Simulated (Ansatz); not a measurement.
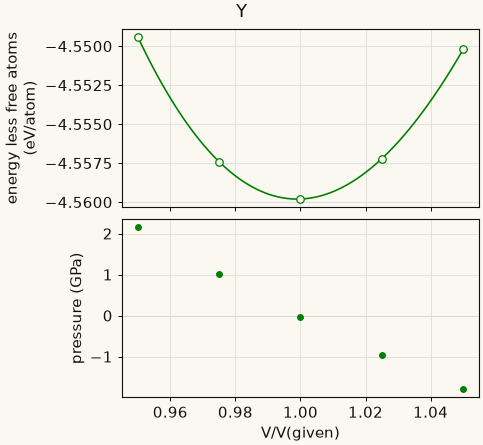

Plotted: energy less free atoms and pressure against V/V(given) for Y, space group Fm-3m (No. 225).

Cell as given: a = 3.581 Å, b = 3.581 Å, c = 3.581 Å, α = 60.00°, β = 60.00°, γ = 60.00°; 1 atom.

Calculation (Ansatz 0.2.0): periodic Kohn-Sham DFT of a crystal at fixed atoms, scaled to the stated factor times the given cell; pressure positive in compression, energy less spherical unpolarised free atoms. Level: PBE.

| setting | value |
| --- | --- |
| method | all-electron LAPW |
| relativity | scalar |
| k mesh | 12×12×12 |
| occupations | Fermi–Dirac |
| smearing width | 0.03 eV |
| basis error target | 0.5 (meV/atom) |
| nucleus | Gaussian |

V(given) is 32.46 Å³/atom.

> How stiff is the solid, and where is its volume at rest?

A third-order Birch–Murnaghan fit gives V0 = 32.43 Å³/atom, B0 = 39.4 GPa and B′ = 3.8.

> Read off the course of the pressure.

It falls from 2.157 GPa at V/V(given) 0.950 to −1.797 GPa at 1.050, and changes sign near 0.999.

The computed values:

```csv
V/V(given),energy less free atoms (eV/atom),pressure (GPa)
0.950,-4.5494,2.157
0.975,-4.5574,1.004
1.000,-4.5598,-0.033
1.025,-4.5572,-0.964
1.050,-4.5502,-1.797
```
